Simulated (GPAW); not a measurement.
**Se K ELNES/XANES of zinc-blende (ZnSe)₁₋ₓ(CdSe)ₓ at x = 1 from DFT**

Aim: the Se K edge in zinc-blende (ZnSe)₁₋ₓ(CdSe)ₓ at x = 1, one member of a composition series.

Main program and level: GPAW 26.7.0; X-ray absorption from dipole matrix elements to empty bands, plane-wave PAW revPBE.

## 1. Starting point

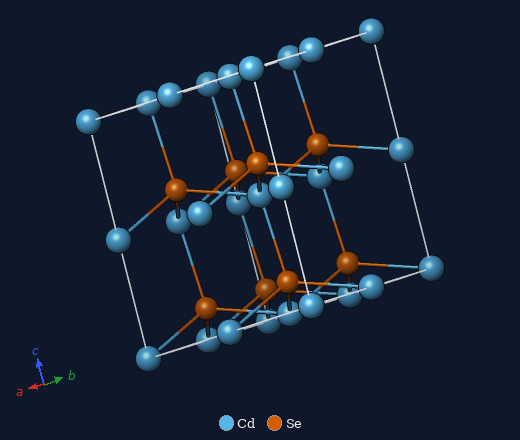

The starting structure, seen slightly off an axis (cadmium blue, selenium orange). Bonds to atoms that aren't drawn are left out. Some periodic images of atoms are drawn too.

As a file:

```xyz
16
Lattice="0.0000 6.0500 6.0500 6.0500 0.0000 6.0500 6.0500 6.0500 0.0000" Properties=species:S:1:pos:R:3 pbc="T T T"
Cd    0.0000    0.0000    0.0000
Se    1.5125    1.5125    1.5125
Cd    3.0250    3.0250    0.0000
Se    4.5375    4.5375    1.5125
Cd    3.0250    0.0000    3.0250
Se    4.5375    1.5125    4.5375
Cd    6.0500    3.0250    3.0250
Se    7.5625    4.5375    4.5375
Cd    0.0000    3.0250    3.0250
Se    1.5125    4.5375    4.5375
Cd    3.0250    6.0500    3.0250
Se    4.5375    7.5625    4.5375
Cd    3.0250    3.0250    6.0500
Se    4.5375    4.5375    7.5625
Cd    6.0500    6.0500    6.0500
Se    7.5625    7.5625    7.5625
```

## 2. The field without a hole

The ground state comes first: it tells whether the system has a gap, which decides how the excited electron is treated.

Contents of scf.py:

```python
import numpy as np
from ase import Atoms
from ase.parallel import parprint, paropen
from gpaw import GPAW, PW, FermiDirac, Mixer, MixerDif, setup_paths
from gpaw.test import gen
setup_paths.insert(0, '.')
gen('Se', name='nch1s', xcname='revPBE', corehole=(1, 0, 0), write_xml=True)
from gpaw.mpi import world
world.barrier()

atoms = Atoms('CdSeCdSeCdSeCdSeCdSeCdSeCdSeCdSe',
    cell=[[0, 6.05, 6.05],
     [6.05, 0, 6.05],
     [6.05, 6.05, 0]],
    scaled_positions=[[0, 0, 0],
     [0.125, 0.125, 0.125],
     [0, 0, 0.5],
     [0.125, 0.125, 0.625],
     [0, 0.5, 0],
     [0.125, 0.625, 0.125],
     [0, 0.5, 0.5],
     [0.125, 0.625, 0.625],
     [0.5, 0, 0],
     [0.625, 0.125, 0.125],
     [0.5, 0, 0.5],
     [0.625, 0.125, 0.625],
     [0.5, 0.5, 0],
     [0.625, 0.625, 0.125],
     [0.5, 0.5, 0.5],
     [0.625, 0.625, 0.625]],
    pbc=True)
atoms.calc = calc = GPAW(legacy_gpaw=True, mode=PW(400, force_complex_dtype=True), xc='revPBE', setups={1: 'nch1s'},
    kpts={'size': (4, 4, 4), 'gamma': True}, occupations=FermiDirac(0.05),
    charge=0, mixer=Mixer(0.1, 5, 50), maxiter=150,
    convergence={'density': 0.0001, 'eigenstates': 1e-6}, txt='scf.txt')
energy = atoms.get_potential_energy() + calc.get_reference_energy()
ef = calc.get_fermi_level()
out = dict(energy=energy, fermi=ef, forces=atoms.get_forces().tolist())
parprint(f'all-electron energy {energy:.4f} eV, Fermi level {ef:.4f} eV')
ev = np.array([[calc.get_eigenvalues(k, s) for k in range(len(calc.get_ibz_k_points()))] for s in range(calc.get_number_of_spins())])
out['homo'], out['lumo'], out['counts'] = ev[ev < ef].max(), ev[ev > ef].min(), sorted(set((ev < ef).sum((0, 2)).tolist()))
out['filled'] = (ev[:, 0] < ef).sum(1).tolist()
import json
with paropen('out.json', 'w') as f:
    json.dump(out, f)
```

On the command line:

```
$ OMP_NUM_THREADS=1 mpirun -n 4 gpaw python scf.py
```

Numbers of over 12 decimals in the logs are rounded to 6 here.

Output:

```text
Input parameters:
  convergence: {density: 0.0001,
                eigenstates: 1e-06}
  kpts: {gamma: True,
         size: (4, 4, 4)}
  maxiter: 150
  mixer: {backend: pulay,
          beta: 0.1,
          method: separate,
          nmaxold: 5,
          weight: 50}
  mode: {ecut: 400.0,
         force_complex_dtype: True,
         name: pw}
  occupations: {fixmagmom: False,
                name: fermi-dirac,
                width: 0.05}
  setups: {1: nch1s}
  xc: revPBE

Initialize ...

[... PAW data sets ...]

Reference energy: -1746299.501001  # eV

Spin-paired calculation

[... convergence settings ...]
Symmetries present (total): 6
  [... symmetry matrices ...]

64 k-points: 4 x 4 x 4 Monkhorst-Pack grid + [1/8,1/8,1/8]
13 k-points in the irreducible part of the Brillouin zone
       k-points in crystal coordinates                weights
   0:     0.00000000    0.00000000    0.00000000          1/64
   1:     0.25000000    0.00000000   -0.25000000          6/64
   2:     0.25000000    0.00000000    0.00000000          6/64
   3:     0.25000000    0.25000000   -0.25000000          6/64
   4:     0.25000000    0.25000000    0.00000000          6/64
   5:     0.25000000    0.25000000    0.25000000          2/64
   6:     0.50000000    0.00000000    0.00000000          3/64
   7:     0.50000000    0.25000000   -0.25000000          6/64
   8:     0.50000000    0.25000000    0.00000000         12/64
   9:     0.50000000    0.25000000    0.25000000          6/64
          ...
  12:     0.50000000    0.50000000    0.50000000          1/64

Wave functions: Plane wave expansion
  Cutoff energy: 400.000 eV
  Number of coefficients (min, max): 7991, 8088
  Pulay-stress correction: 0.000000 eV/Ang^3 (de/decut=0.000000)
  Using FFTW library
  Wavefunction extrapolation:
    Improved wavefunction reuse through dual PAW basis

Occupation numbers: Fermi-Dirac:
  width: 0.0500  # eV

Eigensolver
   Davidson(niter=2)

Densities:
  Coarse grid: 40*40*40 grid
  Fine grid: 80*80*80 grid
  Total Charge: 0.000000

Density mixing:
  Method: separate
  Backend: pulay
  Linear mixing parameter: 0.1
  old densities: 5
  Width of damping distribution: 1.1
  Damping of long wavelength oscillations: 50

[... Hamiltonian set-up ...]
Number of atoms: 16
Number of atomic orbitals: 104
Number of bands in calculation: 91
Number of valence electrons: 144
Bands to converge: occupied

... initialized

Initializing position-dependent things.

Density initialized from atomic densities
Creating initial wave functions:
  91 bands from LCAO basis set

                              Se
                     Se
                         Cd
                       Se
                Cd
             Se             Se
                  Cd
                   Se
         Cd             Cd
                     Se
              Cd
            Se
                Cd
       Cd

Atomic positions and initial magnetic moments

Positions:
   0 Cd     0.000000    0.000000    0.000000    ( 0.0000,  0.0000,  0.0000)
   1 Se     1.512500    1.512500    1.512500    ( 0.0000,  0.0000,  0.0000)
   2 Cd     3.025000    3.025000    0.000000    ( 0.0000,  0.0000,  0.0000)
   3 Se     4.537500    4.537500    1.512500    ( 0.0000,  0.0000,  0.0000)
   4 Cd     3.025000    0.000000    3.025000    ( 0.0000,  0.0000,  0.0000)
   5 Se     4.537500    1.512500    4.537500    ( 0.0000,  0.0000,  0.0000)
   6 Cd     6.050000    3.025000    3.025000    ( 0.0000,  0.0000,  0.0000)
[...]
13 Se     4.537500    4.537500    7.562500    ( 0.0000,  0.0000,  0.0000)
  14 Cd     6.050000    6.050000    6.050000    ( 0.0000,  0.0000,  0.0000)
  15 Se     7.562500    7.562500    7.562500    ( 0.0000,  0.0000,  0.0000)

Unit cell:
           periodic     x           y           z      points  spacing
  1. axis:    yes    0.000000    6.050000    6.050000    40     0.1746
  2. axis:    yes    6.050000    0.000000    6.050000    40     0.1746
  3. axis:    yes    6.050000    6.050000    0.000000    40     0.1746

  Lengths:   8.555992   8.555992   8.555992
  Angles:   60.000000  60.000000  60.000000

Effective grid spacing dv^(1/3) = 0.1906

iter:   1   -42.339755
iter:   2   -41.192631   -2.14  -1.16
iter:   3   -39.558413   -1.41  -1.24
iter:   4   -39.540289   -3.14  -1.62
iter:   5   -39.559220c  -3.33  -1.82
iter:   6   -39.549085c  -3.17  -2.61
iter:   7   -39.546565c  -4.12  -2.42
iter:   8   -39.546369c  -5.35  -3.12
iter:   9   -39.546661c  -4.76  -3.20
iter:  10   -39.546437c  -5.17  -3.25
iter:  11   -39.546383c  -6.12c -3.37
iter:  12   -39.546385c  -6.85c -4.03c

Converged after 12 iterations.

Dipole moment: (-25.940445, -25.940445, -25.940445) |e|*Ang

Energy contributions relative to reference atoms: (reference = -1746299.501001)

Kinetic:       +190.613662
Potential:     -170.911702
External:        +0.000000
XC:             -60.205572
Entropy (-ST):   -0.000029
Local:           +0.957242
SIC:             +0.000000
--------------------------
Free energy:    -39.546400
Extrapolated:   -39.546385

Showing only first 2 kpts
 Kpt  Band  Eigenvalues  Occupancy
  0    70      3.89503    1.99954
  0    71      3.89503    1.99954
  0    72      4.65789    0.00206
  0    73      6.39616    0.00000

  1    70      3.17302    2.00000
  1    71      3.70780    1.99999
  1    72      6.37728    0.00000
  1    73      7.03964    0.00000

Fermi level: 4.31400

Gap: 0.763 eV
Transition (v -> c):
  (s=0, k=0, n=71, [0.00, 0.00, 0.00]) -> (s=0, k=0, n=72, [0.00, 0.00, 0.00])
No difference between direct/indirect transitions

Forces in eV/Ang:
  0 Cd    0.00001    0.00001    0.00001
  1 Se   -0.00015   -0.00015   -0.00015
  2 Cd    0.00000    0.00000    0.00002
  3 Se   -0.00011   -0.00011   -0.00009
  4 Cd    0.00000    0.00002    0.00000
  5 Se   -0.00011   -0.00009   -0.00011
  6 Cd   -0.00004    0.00004    0.00004
[...]
13 Se   -0.00005   -0.00005   -0.00015
 14 Cd   -0.00001   -0.00001   -0.00001
 15 Se   -0.00006   -0.00006   -0.00006
Scalar-relativistic atomic revPBE calculation for Se (Selenium, Z=34)
Core hole in 1s state (1s occupation: 2.0)
600 radial gridpoints.
|------------------------------------------------|
|------------------------------------------------|
[... the atom generator's iteration count ...]

Energy contributions:
-------------------------
Kinetic:    +2477.971916
XC:           -87.964052
Potential:  -4819.436766
-------------------------
Total:      -2429.428902

state      eigenvalue         ekin         rmax
-----------------------------------------------
1s^2.0 :  -459.271306   587.321016        0.029
2s^2.0 :   -59.039756   114.360491        0.164
2p^6.0 :   -51.947080   111.146233        0.132
3s^2.0 :    -7.844713    26.896934        0.502
3p^6.0 :    -5.622153    24.298796        0.500
3d^10.0:    -1.950171    19.203184        0.453
4s^2.0 :    -0.632740     3.600676        1.515
4p^4.0 :    -0.237876     2.227917        1.813
-----------------------------------------------
(units: Bohr and Hartree)

Generating PAW setup
Kinetic energy of the core from tauc = 2492.509997644636
Cutoffs:
rc(s)=1.600
rc(p)=1.900
rc(d)=1.600
rc(vbar)=1.440
rc(comp)=1.600
rc(nct)=1.900

Kinetic energy of the core states: 2461.858897
Charge: 0.0
Core electrons: 28.0
Valence electrons: 6.0
Pseudo-core charge: 1.075173
Shape function alpha=3.906
Pseudo-electron charge 7.361945
state    eigenvalue         norm
--------------------------------
4s(2) :    -0.632740     1.089437
*s    :     0.367260
4p(4) :    -0.237876     1.026974
*p    :     0.762124
*d    :     0.000000
--------------------------------

Diagonalizing with gridspacing h=0.050

state   all-electron     PAW
-------------------------------
4s:      -0.632740    -0.633239
4p:      -0.237876    -0.238247
*d:                    0.036915
*f:                    0.071179
-------------------------------
all-electron energy -1746339.0474 eV, Fermi level 4.3140 eV
```

Run time: 66 s. Hardware: 4 MPI ranks of Arm Neoverse V2, shared host; peak memory 0.38 GiB; 4.4 min of CPU time.

The mesh shows a gap of 0.76 eV. The excited electron is kept all the same, so that all members of the series, with or without a gap, are treated alike.

## 3. Reference energy of the cell

The photon energy needs a difference of total energies, so the cell and mesh of the coming hole run are first run without a hole.

Changes to scf.py since step 2:

```diff
@@ -32,3 +32,3 @@
 atoms.calc = calc = GPAW(legacy_gpaw=True, mode=PW(400, force_complex_dtype=True), xc='revPBE', setups={1: 'nch1s'},
-    kpts={'size': (4, 4, 4), 'gamma': True}, occupations=FermiDirac(0.05),
+    kpts={'size': (3, 3, 3), 'gamma': True}, occupations=FermiDirac(0.02),
     charge=0, mixer=Mixer(0.1, 5, 50), maxiter=150,
```

Output:

```text
Input parameters:
  convergence: {density: 0.0001,
                eigenstates: 1e-06}
  kpts: {gamma: True,
         size: (3, 3, 3)}
  maxiter: 150
  mixer: {backend: pulay,
          beta: 0.1,
          method: separate,
          nmaxold: 5,
          weight: 50}
  mode: {ecut: 400.0,
         force_complex_dtype: True,
         name: pw}
  occupations: {fixmagmom: False,
                name: fermi-dirac,
[...]
4s(2) :    -0.632740     1.089437
*s    :     0.367260
4p(4) :    -0.237876     1.026974
*p    :     0.762124
*d    :     0.000000
--------------------------------

Diagonalizing with gridspacing h=0.050

state   all-electron     PAW
-------------------------------
4s:      -0.632740    -0.633239
4p:      -0.237876    -0.238247
*d:                    0.036915
*f:                    0.071179
-------------------------------
all-electron energy -1746339.0182 eV, Fermi level 4.2873 eV
[key lines of the parts left out:]
Converged after 12 iterations.
Dipole moment: (-25.926142, -25.926142, -25.926142) |e|*Ang
Free energy:    -39.517182
Fermi level: 4.28730
```

It took 31 s on 4 MPI ranks; peak memory 0.28 GiB; 2 min of CPU time.

Reference energy: -1746339.018 eV with the cores included.

(Part 1 of 2 ends here.)

[Banner, clock and machine lines of the logs are left out without a mark of their own.]

[Logs are printed without paths, hosts, clocks, repeated set-up lines and the standing remarks that a program may print on its own settings, such as how far it seeks lower states.]

[Hosts, paths, dates, database ids (printed as entryN), source tags and the programs' standing remarks are cut or masked in the printed files.]

[Lists of maxima count a maximum above −3 eV only where it reaches 4 % of the highest in the window and stands out from its surroundings by 2 % of it (1.5 % where it reaches 55 %); shoulders and weaker maxima are passed over, and of the rest the first, up to two pre-edge ones and the few strongest are named.]
